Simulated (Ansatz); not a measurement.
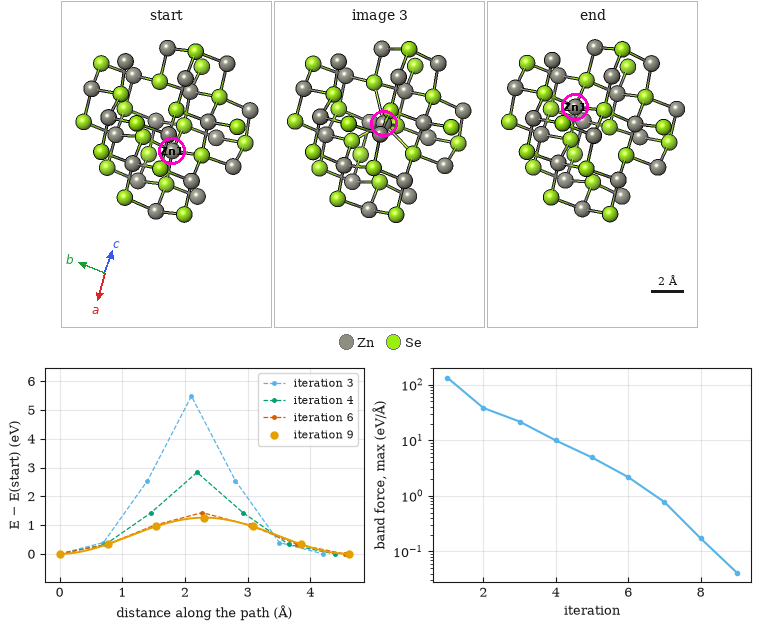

A search for the minimum-energy path of a defect cell of composition Zn15Se16 (cell charge −2) (31 atoms in the cell) by the nudged elastic band. Images are numbered from 0 (start) to 6 (end). The plot follows the band through its iterations. A ball-and-stick model of the atoms within 6.1 Å of the middle of the path, seen from a free direction. The moving atom is ringed, with any periodic copies. Bonds to atoms that aren't drawn are left out.

Computed with DFT PBEsol, scalar-relativistic, plane waves, PAW (Ansatz 0.2.0). Set-up: plane-wave cutoff 420 eV; k-point mesh 2 × 2 × 2; Gaussian smearing 0.02 eV; 5 movable images; climbing image.

### Did the band converge, and can the barrier be trusted?

The run is converged, with reservations. The band converged in 9 iterations. The largest component of the band force went from 140 to 0.042 eV/Å. The climbing image converged on the top of the path. Its curvatures weren't checked. The first iteration put the highest image at 35.89 eV. The two ends have the same energy, and the highest point, image 3, lies 1.26 eV above the start.

Limits of the set-up: the cell is charged, on a uniform background, and energies carry no finite-size correction.

The run took 28 min on 8 threads of Intel(R) Xeon(R) Platinum 8259CL CPU @ 2.50GHz (Skylake/Cascade Lake), on a shared host, peak memory 7.8 GiB.
